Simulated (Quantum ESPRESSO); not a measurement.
Run report: Ti3Al, single-point calculation (part 2 of 2)

The same run, continued: Ti3Al (P-6m2, 4 atoms in the cell); Kohn-Sham DFT of a periodic cell, PBE, SSSP 1.3 efficiency PBE, no spin polarisation (Quantum ESPRESSO 7.5); cutoff 748.31 eV, 10×10×3 k-mesh, fermi-dirac of 0.05 eV. The structure derives from a Materials Project entry. The volume is scaled by 1.04.

Geometry of the input (Å; fractional positions):
```
2.9661  0.0000  0.0000
-1.4830  2.5687  0.0000
0.0000  0.0000  9.3478
Ti 0.3333  0.6667  0.2494
Ti 0.3333  0.6667  0.7506
Ti 0.6667  0.3333  0.0000
Al 0.6667  0.3333  0.5000
```

**Log, continued**
```
   -45.5050 -45.4663 -45.4175 -21.9868 -21.7850 -21.5515 -21.5322 -21.5083
   -21.4786 -21.4688 -21.4650 -21.4331   3.2327   6.5028   6.7811   9.1109
    10.5318  11.4320  11.8060  11.9275  12.0718  12.2394  12.2910  12.3707
    12.6100  13.1838  13.1918  13.7777

          k = 0.0000 0.1155 0.1058 (  3346 PWs)   bands (ev):

   -45.5050 -45.4663 -45.4175 -21.9875 -21.7837 -21.5521 -21.5322 -21.5083
   -21.4787 -21.4688 -21.4649 -21.4331   3.2584   5.9494   7.7115   8.7369
    10.3617  11.4135  11.8116  12.0556  12.0590  12.2428  12.2861  12.3829
    12.6178  13.0557  13.1689  13.8511

          k = 0.0000 0.2309 0.0000 (  3329 PWs)   bands (ev):

   -45.4836 -45.4505 -45.4074 -21.9491 -21.7987 -21.6363 -21.6239 -21.5545
   -21.5396 -21.5058 -21.4932 -21.4508   3.8905   7.1658   7.4577   9.6366
    10.3666  11.1792  11.3299  11.6326  11.8324  12.1890  12.4981  12.6534
    13.0558  13.0586  13.1835  13.7328

          k = 0.0000 0.2309 0.1058 (  3318 PWs)   bands (ev):

   -45.4836 -45.4505 -45.4074 -21.9496 -21.7977 -21.6367 -21.6238 -21.5543
   -21.5395 -21.5060 -21.4933 -21.4508   3.9088   6.6893   8.2822   9.2509
    10.3293  11.0006  11.3664  11.7451  11.9620  12.2948  12.4922  12.6646
    12.7264  13.0687  13.1502  13.8160

          k = 0.0000 0.3464 0.0000 (  3308 PWs)   bands (ev):

   -45.4556 -45.4309 -45.3962 -21.9115 -21.8570 -21.7361 -21.7353 -21.6218
   -21.5768 -21.5333 -21.5233 -21.4737   4.9505   8.0335   8.3520   9.9593
    10.0391  10.8875  10.9341  11.3314  11.8661  11.9949  12.3847  12.9552
    13.0760  13.6450  13.7126  13.9496

          k = 0.0000 0.3464 0.1058 (  3313 PWs)   bands (ev):

   -45.4556 -45.4310 -45.3962 -21.9118 -21.8565 -21.7367 -21.7351 -21.6213
   -21.5768 -21.5336 -21.5234 -21.4737   4.9597   7.7325   8.8913   9.5637
    10.2086  10.7063  11.0375  11.3312  11.9051  12.0761  12.3657  12.9491
    13.0025  13.6016  13.7227  14.0273

          k = 0.0000 0.4619 0.0000 (  3294 PWs)   bands (ev):

   -45.4305 -45.4150 -45.3895 -21.9365 -21.9275 -21.8283 -21.7604 -21.6380
   -21.6061 -21.5642 -21.5475 -21.4929   6.3566   8.6472   8.9434   9.7230
    10.0193  10.2173  10.6820  10.8980  12.0741  12.1849  12.2143  12.9626
    13.3520  14.1006  14.3654  14.4271

          k = 0.0000 0.4619 0.1058 (  3294 PWs)   bands (ev):

   -45.4305 -45.4151 -45.3895 -21.9363 -21.9276 -21.8282 -21.7611 -21.6374
   -21.6061 -21.5644 -21.5476 -21.4929   6.3566   8.6595   9.0616   9.4370
    10.0626  10.3853  10.4968  11.0060  12.1060  12.1683  12.1875  13.0398
    13.4503  14.0303  14.3659  14.5110

          k = 0.0000-0.5774 0.0000 (  3294 PWs)   bands (ev):

   -45.4196 -45.4090 -45.3883 -21.9711 -21.9513 -21.8642 -21.7464 -21.6390
   -21.6171 -21.5813 -21.5568 -21.5003   7.8940   8.0178   9.0282   9.2513
     9.8907  10.1299  10.6445  10.8454  12.1475  12.1979  12.3317  12.9372
    13.6016  14.2092  14.4899  14.7279

          k = 0.0000-0.5774 0.1058 (  3292 PWs)   bands (ev):

   -45.4195 -45.4090 -45.3883 -21.9709 -21.9515 -21.8641 -21.7470 -21.6385
   -21.6171 -21.5814 -21.5568 -21.5003   7.8641   8.0553   9.0801   9.2408
     9.7812  10.2694  10.3616  11.0585  12.1181  12.1893  12.2817  13.0229
    13.6560  14.1278  14.6215  14.7272

          k = 0.1000 0.1732 0.0000 (  3325 PWs)   bands (ev):

   -45.4903 -45.4554 -45.4104 -21.9605 -21.7914 -21.6066 -21.5884 -21.5559
   -21.5049 -21.5026 -21.4843 -21.4517   3.6732   6.9578   7.2449   9.4957
    10.4513  11.2302  11.4496  11.7234  11.8634  12.2355  12.4834  12.5318
    12.9256  12.9732  13.2490  13.7100

          k = 0.1000 0.1732 0.1058 (  3327 PWs)   bands (ev):

   -45.4903 -45.4554 -45.4104 -21.9611 -21.7903 -21.6071 -21.5883 -21.5559
   -21.5048 -21.5028 -21.4844 -21.4517   3.6938   6.4529   8.1119   9.1123
    10.3550  11.1125  11.4699  11.8267  12.0142  12.2766  12.4490  12.5431
    12.7801  12.9508  13.1402  13.8014

          k = 0.1000 0.2887 0.0000 (  3307 PWs)   bands (ev):

   -45.4655 -45.4377 -45.3998 -21.9203 -21.8245 -21.6977 -21.6876 -21.6190
   -21.5511 -21.5390 -21.5064 -21.4806   4.5328   7.7479   8.0599   9.9984
    10.1528  10.9635  11.1102  11.4795  11.6781  12.0034  12.4816  12.8088
    12.8736  13.4824  13.5887  13.7498

          k = 0.1000 0.2887 0.1058 (  3312 PWs)   bands (ev):

   -45.4655 -45.4377 -45.3998 -21.9207 -21.8239 -21.6982 -21.6875 -21.6187
   -21.5510 -21.5392 -21.5065 -21.4806   4.5453   7.3626   8.7417   9.5738
    10.2947  10.8460  11.0332  11.4822  11.8816  12.0738  12.4336  12.6591
    12.8727  13.4499  13.5394  13.9529

          k = 0.1000 0.4041 0.0000 (  3305 PWs)   bands (ev):

   -45.4387 -45.4200 -45.3911 -21.9049 -21.8938 -21.7872 -21.7565 -21.6492
   -21.5933 -21.5781 -21.5314 -21.5066   5.7700   8.5638   8.8932   9.9717
    10.0259  10.6011  10.8236  11.1035  11.7843  11.8886  12.2485  12.8695
    13.0769  13.9385  13.9918  14.1148

          k = 0.1000 0.4041 0.1058 (  3300 PWs)   bands (ev):

   -45.4387 -45.4200 -45.3911 -21.9051 -21.8935 -21.7871 -21.7571 -21.6488
   -21.5931 -21.5783 -21.5315 -21.5065   5.7741   8.4173   9.1948   9.6349
    10.1946  10.6229  10.8459  10.9999  11.8262  11.9617  12.1899  12.8111
    13.1815  13.7629  14.1515  14.4207

          k = 0.1000 0.5196 0.0000 (  3308 PWs)   bands (ev):

   -45.4196 -45.4090 -45.3882 -21.9502 -21.9326 -21.8458 -21.7456 -21.6631
   -21.6125 -21.6071 -21.5513 -21.5220   7.3005   8.7225   9.1657   9.5102
    10.0223  10.2004  10.6623  10.8443  11.7004  11.9771  12.3250  12.9771
    13.3544  14.1100  14.1423  14.4852

          k = 0.1000 0.5196 0.1058 (  3305 PWs)   bands (ev):

   -45.4196 -45.4090 -45.3882 -21.9500 -21.9327 -21.8457 -21.7462 -21.6628
   -21.6122 -21.6073 -21.5514 -21.5220   7.2967   8.7879   9.1646   9.4470
     9.9384  10.2899  10.5052  10.9521  11.8142  12.0458  12.2052  12.8013
    13.6369  13.9522  14.2569  14.5729

          k = 0.2000 0.3464 0.0000 (  3305 PWs)   bands (ev):

   -45.4417 -45.4218 -45.3919 -21.8947 -21.8658 -21.7653 -21.7439 -21.6622
   -21.5967 -21.5772 -21.5327 -21.5250   5.5718   8.5512   8.9107   9.9436
    10.3104  10.5245  11.0216  11.4203  11.5168  11.6933  12.1977  12.6002
    12.9580  13.8689  13.9393  14.0528

          k = 0.2000 0.3464 0.1058 (  3319 PWs)   bands (ev):

   -45.4417 -45.4219 -45.3919 -21.8949 -21.8655 -21.7652 -21.7445 -21.6619
   -21.5968 -21.5769 -21.5327 -21.5251   5.5776   8.3363   9.3072   9.7626
    10.3652  10.5862  10.8343  11.2505  11.6820  11.8166  12.0670  12.7197
    12.8777  13.6060  14.1521  14.4516

          k = 0.2000 0.4619 0.0000 (  3317 PWs)   bands (ev):

   -45.4198 -45.4090 -45.3881 -21.9056 -21.8965 -21.8160 -21.7420 -21.6997
   -21.6519 -21.6096 -21.5658 -21.5478   6.9518   9.2158   9.5147  10.0799
    10.0850  10.2826  10.8442  10.9123  11.4248  11.4535  11.9199  12.7178
    13.2658  13.8770  13.9370  14.2253

          k = 0.2000 0.4619 0.1058 (  3309 PWs)   bands (ev):

   -45.4198 -45.4090 -45.3881 -21.9054 -21.8966 -21.8158 -21.7426 -21.6995
   -21.6520 -21.6093 -21.5656 -21.5479   6.9519   9.2359   9.5369   9.8710
    10.2749  10.3501  10.6761  10.8722  11.4559  11.6331  11.8399  12.7002
    13.2615  13.4826  14.2537  14.5077

          k = 0.2000 0.5774 0.0000 (  3296 PWs)   bands (ev):

   -45.4095 -45.4041 -45.3885 -21.9233 -21.9033 -21.8282 -21.7282 -21.7208
   -21.6766 -21.6252 -21.5727 -21.5597   8.4388   8.6134   9.5468   9.7514
    10.1196  10.5785  10.6756  10.7377  11.1541  11.3526  11.9869  12.9078
    13.4449  13.8254  13.9103  14.4813

          k = 0.2000 0.5774 0.1058 (  3310 PWs)   bands (ev):

   -45.4095 -45.4041 -45.3885 -21.9231 -21.9034 -21.8280 -21.7287 -21.7207
   -21.6768 -21.6250 -21.5725 -21.5598   8.4223   8.6380   9.6294   9.7243
    10.0415  10.3782  10.7033  10.7913  11.2986  11.5613  11.8141  12.7914
    13.4370  13.6452  14.1291  14.5208

          k = 0.3000 0.5196 0.0000 (  3305 PWs)   bands (ev):

   -45.4048 -45.4022 -45.3895 -21.8882 -21.8721 -21.8220 -21.7462 -21.7334
   -21.7099 -21.6565 -21.5872 -21.5645   8.3988   9.7391   9.7913   9.8732
    10.0826  10.3710  10.4308  10.8940  11.0055  11.1035  11.5640  12.8106
    13.5189  13.7858  13.7968  14.1789

          k = 0.3000 0.5196 0.1058 (  3310 PWs)   bands (ev):

   -45.4048 -45.4022 -45.3895 -21.8880 -21.8722 -21.8219 -21.7461 -21.7335
   -21.7105 -21.6564 -21.5868 -21.5646   8.3987   9.7284   9.8067   9.9084
    10.1443  10.2240  10.4935  10.6344  11.1952  11.3057  11.4605  12.8488
    13.1869  13.5069  14.2281  14.4329

     the Fermi energy is    11.2849 ev

!    total energy              =    -397.29170650 Ry
     estimated scf accuracy    <          5.1E-10 Ry
     smearing contrib. (-TS)   =      -0.00220098 Ry
     internal energy E=F+TS    =    -397.28950552 Ry

     The total energy is F=E-TS. E is the sum of the following terms:
     one-electron contribution =    -202.54642434 Ry
     hartree contribution      =     112.50551856 Ry
     xc contribution           =     -56.59673980 Ry
     ewald contribution        =    -215.96894673 Ry
     one-center paw contrib.   =     -34.68291322 Ry

     convergence has been achieved in  15 iterations

     negative rho (up, down):  2.612E-03 0.000E+00

     Forces acting on atoms (cartesian axes, Ry/au):

     atom    1 type  1   force =    -0.00000000    0.00000000   -0.00113137
     atom    2 type  1   force =     0.00000000   -0.00000000    0.00113137
     atom    3 type  1   force =     0.00000000    0.00000000    0.00000000
     atom    4 type  2   force =     0.00000000    0.00000000    0.00000000

     Total force =     0.001600     Total SCF correction =     0.000097

     Computing stress (Cartesian axis) and pressure

     negative rho (up, down):  2.612E-03 0.000E+00
          total   stress  (Ry/bohr**3)                   (kbar)     P=      -37.80
  -0.00025262  -0.00000000   0.00000000          -37.16       -0.00        0.00
  -0.00000000  -0.00025262   0.00000000           -0.00      -37.16        0.00
   0.00000000   0.00000000  -0.00026562            0.00        0.00      -39.07

=------------------------------------------------------------------------------=
   JOB DONE.
=------------------------------------------------------------------------------=
```

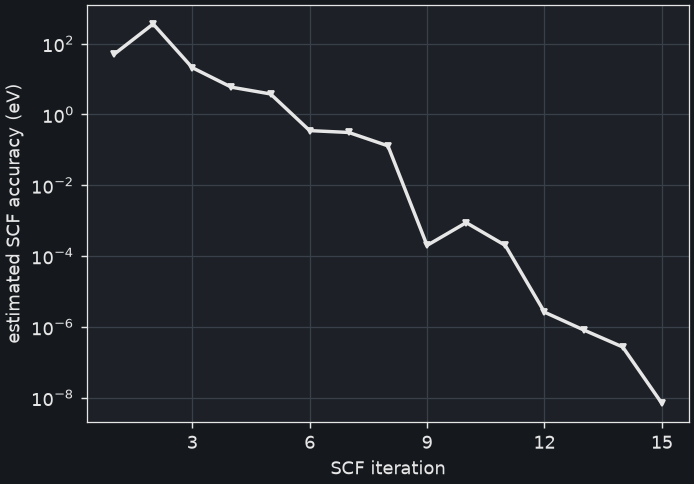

Figure 1. Convergence of the self-consistent field: estimated SCF accuracy against the iteration. The field takes 15 iterations in all.

**Summary**

| quantity | value |
| --- | --- |
| outcome | converged |
| space group (tolerance 0.01 Å) | P-6m2 (187) |
| electrons treated | 39 |
| free energy | −5405.4290 eV |
| Fermi energy | 11.285 eV |
| gap on the k-point mesh | none (metallic) |
| pressure | −3.78 GPa |
| largest force (length of the vector) | 0.029 eV/Å |
| hardware | 1 thread of Intel Xeon (Granite Rapids), 16 GiB of memory available, shared host |
| wall time | 59 s |
| peak memory | 0.34 GiB |

**Remarks**

Notes on the run: negative rho.
